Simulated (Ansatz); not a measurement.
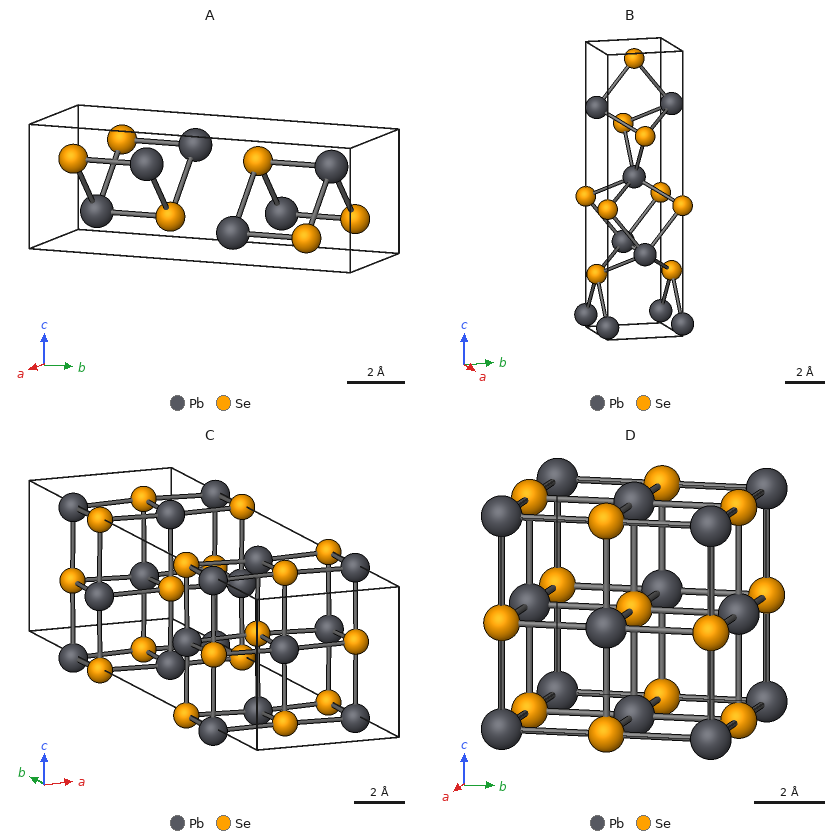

Four structures of PbSe, each relaxed to rest (conventional cells in solid outline, small ones repeated, each panel with its own scale). Method: DFT PBE, scalar-relativistic, plane waves, PAW in Ansatz, without spin polarisation.

> Name the structure in each panel.

A: 8 atoms a cell on a base-centred orthorhombic lattice, Cmcm; B: 8 atoms a cell on a body-centred tetragonal lattice, I4_1md; C: 16 atoms a cell on a face-centred orthorhombic lattice, Fmm2; D: rock salt (NaCl type), Fm-3m.

> Which of these is lowest in energy, and how far above it do the others lie?

D, then A (+48 meV/atom), C (+73 meV/atom) and B (+120 meV/atom), energies at zero smearing.

> Collect the results in a table.

| panel | structure | E − E(lowest) (meV/atom) | volume (Å³/atom) | gap (eV) |
| --- | --- | --- | --- | --- |
| D | Fm-3m | 0 | 30.1 | 0.43 |
| A | Cmcm | 48 | 30.2 | 1.12 |
| C | Fmm2 | 73 | 58.5 | 1.68 |
| B | I4_1md | 120 | 30.2 | 0.64 |

Some of these may be structure types tried for this composition rather than known phases, and the most stable form need not be among them. Gaps are taken on the k-mesh or band path of each run.
